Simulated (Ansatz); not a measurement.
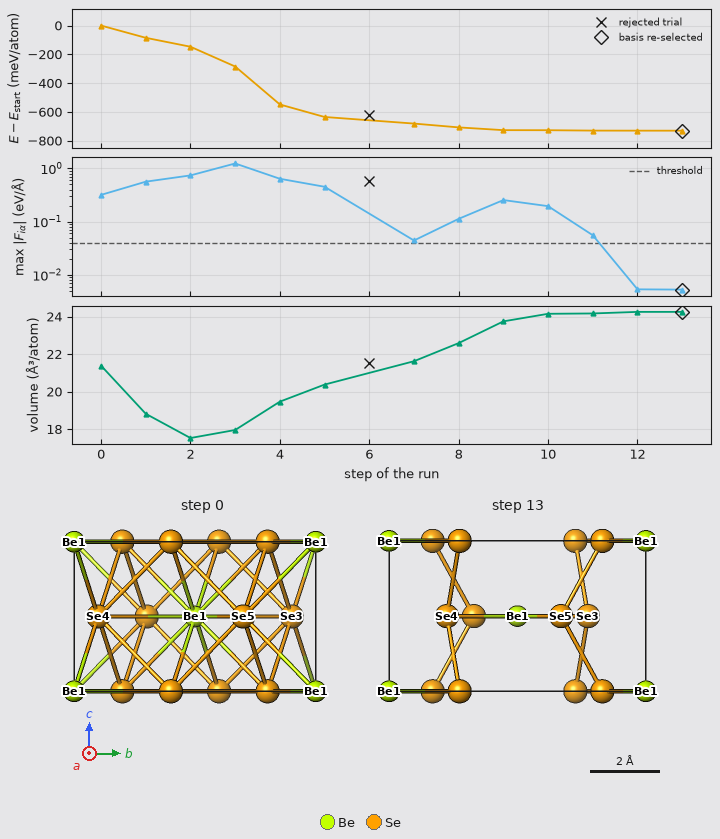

First and last geometry of a relaxation of crystalline BeSe4 (a generated structure, set up in I4/m) (coarse preliminary run), with the history of the run. Style: ball-and-stick. Shown: the conventional cell (2 times the calculation's cell), along the a axis. Lengths and directions refer to the drawn axes.

Level of theory: Ansatz, DFT PBE, scalar-relativistic, plane waves, PAW. (plane-wave cutoff 420 eV; k-point mesh 6 × 6 × 6; occupations gaussian; smearing width 0.1 eV; no spin polarisation; cell and atoms relaxed; force threshold 0.04 eV/Å; at most 70 steps)

> Did the run converge, and what did it change?

It converged. The largest moves relative to the cell, 0.96 Å, are those of Se atoms. Be stays in place. Cell: a = b 7.018 → 7.454 Å (+6.2 %), c 4.341 → 4.365 Å (+0.5 %). Volume +13.4 %. Among the contacts that change: Se–Se 3.141 → 4.214 Å, Be–Se 3.140 → 2.408 Å, Se–Se 3.109 → 2.516 Å, Be–Se 3.106 → 3.694 Å. The space group stays I4/m (No. 87). After 11 accepted moves (13 points after the start) the energy has fallen by 730 meV per atom. The largest force component goes from 0.32 to 0.0053 eV/Å. The pressure goes from −6.42 to 0.08 GPa. The line search rejected the trial step at point 6 of the run. The SCF was repeated once at an unchanged geometry on a basis and grid sized afresh for the cell, which shifted the energy by 0.2 meV per atom at most.
